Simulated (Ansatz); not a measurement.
System: CdTe (slab).

```
CELL_PARAMETERS angstrom
4.58866 0.00000 0.00000
-2.29433 3.97389 0.00000
0.00000 0.00000 15.93666
ATOMIC_POSITIONS crystal
Te 0.00000 0.00000 0.47061
Cd 0.33333 0.66667 0.52939
```

Changed on purpose from its base cell (repeats removed: 2); not relaxed (largest force 0.7 eV/Å).

These are results of DFT PBEsol, scalar-relativistic, plane waves, PAW (Ansatz), not measurements.

Q: What will maps of the valence pseudo-density and electron localisation function show?

A: Cd–Te (2.81 Å): ρ at the midpoint is about 0.35 e/Å³; the ELF peaks at about 0.65 in the valence shell of Te, 1.2 Å from its nucleus, and is about 0.50 at the midpoint.

Q: Does the calculation make it a metal, or give it a gap?

A: It is gapped, with a Kohn–Sham gap of 1.4 eV on the k-point mesh (the band edges may lie off the mesh, which would make the gap smaller).

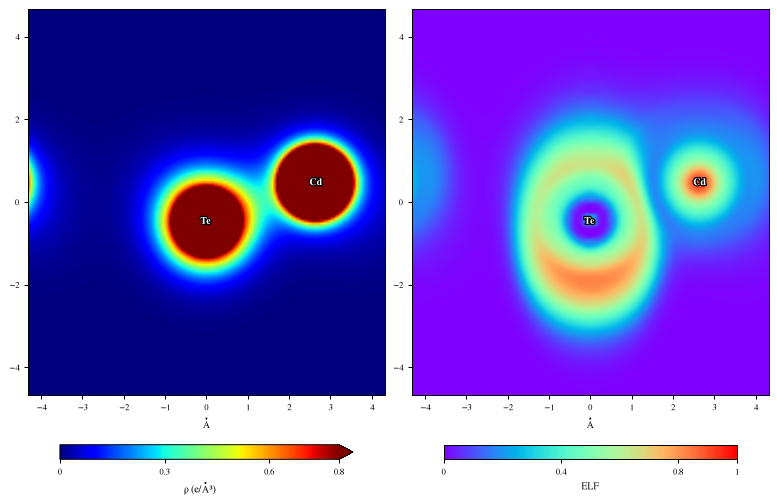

Computed valence pseudo-density and electron localisation function on the (110) plane of the calculation cell, a cut from vacuum to vacuum, in this order. 

In a PAW calculation such maps are meaningful between the atoms, not at the nuclei.
